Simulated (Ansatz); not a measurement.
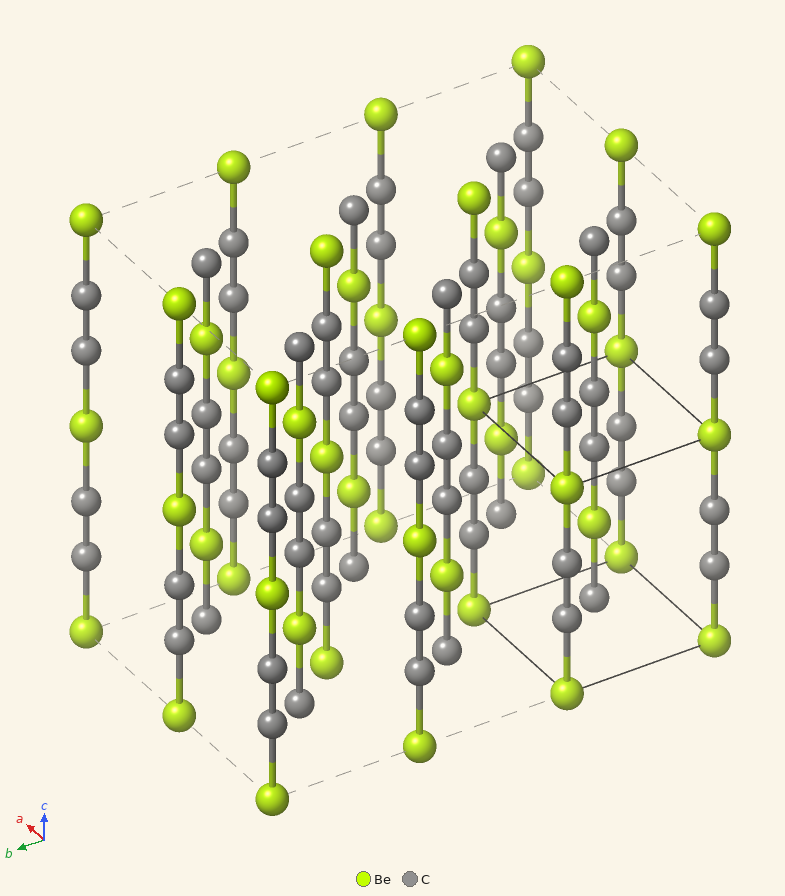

This ball-and-stick model is shown from a general direction. The structure is repeated 2×3×2 times; solid lines mark one conventional unit cell.

BeC2, space group I4/mmm (No. 139), a = 3.26 Å, b = 3.26 Å, c = 4.67 Å, α = 90.00°, β = 90.00°, γ = 90.00°.

Results below were computed with DFT PBEsol, scalar-relativistic, plane waves, PAW in Ansatz 0.2.0; the settings were a cutoff energy of 420 eV, k-points about 0.27 Å⁻¹ apart, no spin polarisation.

**Is it conducting or gapped at this level?**

A semiconductor at this level, with a gap of 0.35 eV on the k-mesh (the true edges may lie between mesh points, so the gap can be somewhat smaller).

**How strongly do the electrons screen (ε∞)?**

ε∞ averages 8.5.

Provenance: a structure type filled with these elements by a generator (whether the compound takes this form wasn't checked). The cell was then strained or its atoms displaced on purpose. It went into a calculation with Ansatz.
